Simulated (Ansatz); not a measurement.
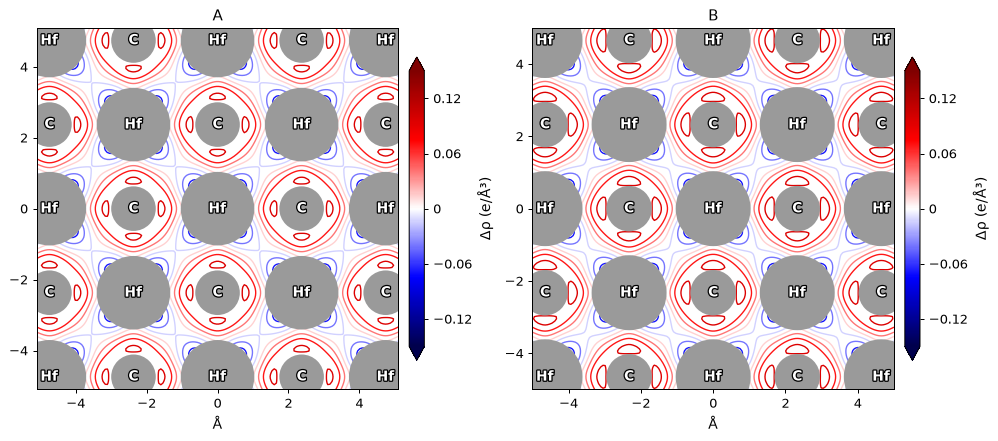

HfC: deformation density on the (010) plane of the conventional cell at two volumes, with the same fractional coordinates and one colour scale. Grey discs cover the cores. Panel A has 106 % of the volume of panel B.

Space group Fm-3m.

Method: DFT PBE, scalar-relativistic, plane waves, PAW (Ansatz 0.2.0).

**What changes between the database cell and the scaled one?**

The pressure is 0 GPa in B and −12 GPa in A.
- Bader charges in B: Hf +1.96 and C −1.96 e; in A: Hf +1.99 and C −1.99 e.
- The rearranged charge is 0.27 e an atom in B and 0.27 e in A.
